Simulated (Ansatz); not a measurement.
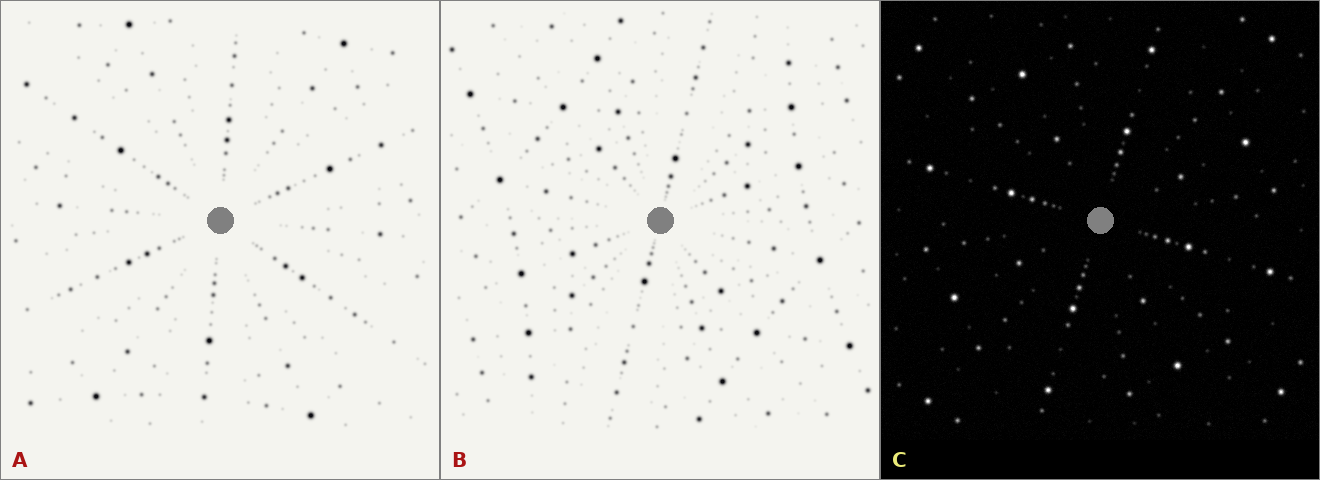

Simulated back-reflection Laue patterns (white X-rays, 0.45 to 2.2 Å, flat plate covering ±45° about the beam, kinematic intensities, seen from the source). Crystal: Ta, space group Fd-3m (No. 227), a = 6.11 Å. Structure: the input geometry of an electronic-structure calculation (not necessarily at equilibrium); the starting structure was generated, so it need not be a known form of this composition.

**The directions [001], [110], [111] point towards the source, in some order. Which is which?**

A: [111], symmetry 3m (a threefold axis with three mirror lines). B: [110], symmetry 2mm (a twofold axis with two mirror lines). C: [001], symmetry 4mm (a fourfold axis with mirror lines). The Laue class is m-3m.
